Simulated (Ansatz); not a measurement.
Read the following structure.

```cif
data_structure
_symmetry_space_group_name_H-M 'I 4/m m m'
_symmetry_Int_Tables_number 139
_cell_length_a 2.9722
_cell_length_b 2.9722
_cell_length_c 2.8347
_cell_angle_alpha 90.000
_cell_angle_beta 90.000
_cell_angle_gamma 90.000
_cell_volume 25.04
loop_
_atom_site_label
_atom_site_type_symbol
_atom_site_symmetry_multiplicity
_atom_site_Wyckoff_symbol
_atom_site_fract_x
_atom_site_fract_y
_atom_site_fract_z
_atom_site_occupancy
Cu1 Cu 2 a 0.00000 0.00000 0.00000 1
```

### Characterise the structure given above.

The element is copper. The lattice is body-centred tetragonal and the space group I4/mmm (No. 139). The cell holds two atoms.

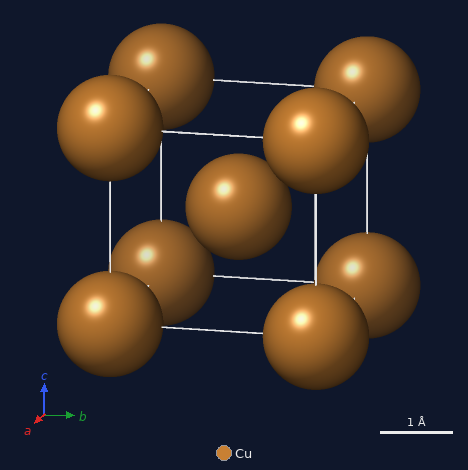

The structure above is drawn in spheres-only style and viewed slightly off an axis. One conventional unit cell is framed, with atoms on its boundary repeated.

Origin of the cell: a structure listed in the Materials Project. The cell was then strained or its atoms displaced on purpose. A calculation with Ansatz used it as input.

At this level of theory the run's own cell isn't at rest (stretched, at -13 GPa), so its distances can differ from those at equilibrium, the more so the softer the solid.
